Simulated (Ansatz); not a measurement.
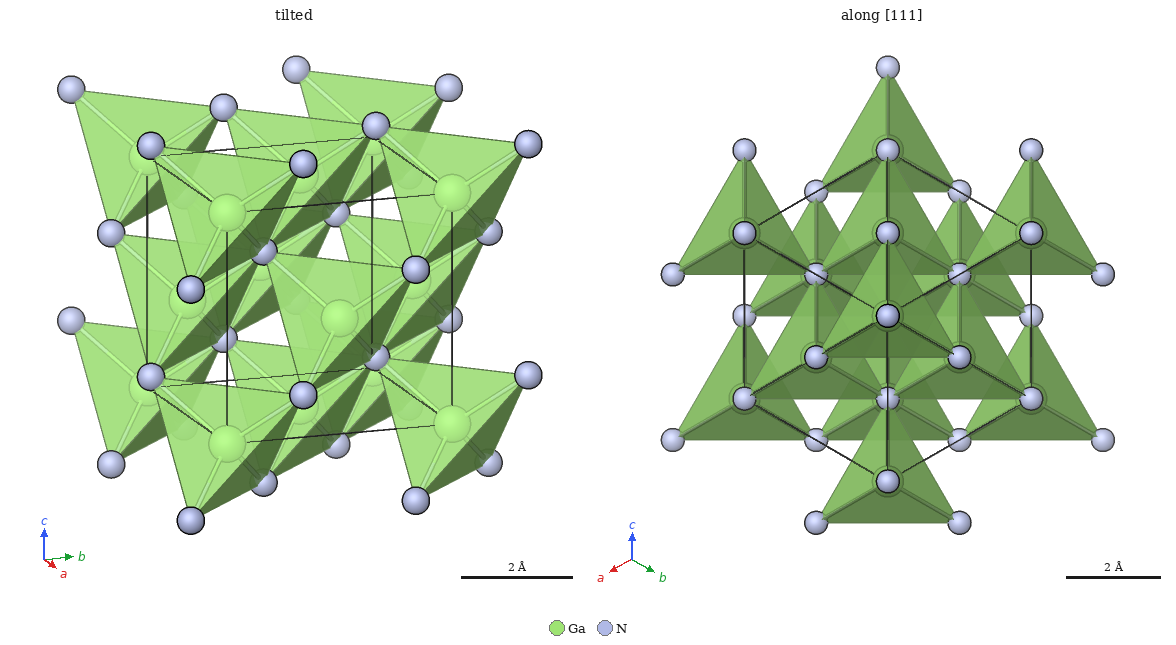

Polyhedral representation of a periodic structure, projected slightly off an axis and along [111]. The wireframe shows the conventional unit cell. Some atoms of the next cells are drawn as well. Cell: a = 4.336 Å, b = 4.336 Å, c = 4.336 Å, α = 90.00°, β = 90.00°, γ = 90.00°.

What structure is drawn here?

- Its composition is GaN.
- The atoms follow space group F-43m (No. 216); the Bravais lattice is face-centred cubic.
- Among the common structure types it is zinc blende (sphalerite type).
- The cell holds 8 atoms (4 Ga, 4 N), Z = 4.
- The polyhedra are GaN4 tetrahedra; they share corners.
- Each Ga has four N in a tetrahedral arrangement at about 1.9 Å. Each N has four Ga in a tetrahedral arrangement at about 1.9 Å.
- The bonds build a three-dimensional framework.

Its origin is a structure listed in the Materials Project. The cell was then strained or its atoms displaced on purpose. An electronic-structure calculation with Ansatz was run on it.

At this level of theory the cell isn't at rest (compressed, at 34 GPa), so its distances can differ from those at equilibrium, the more so the softer the solid.
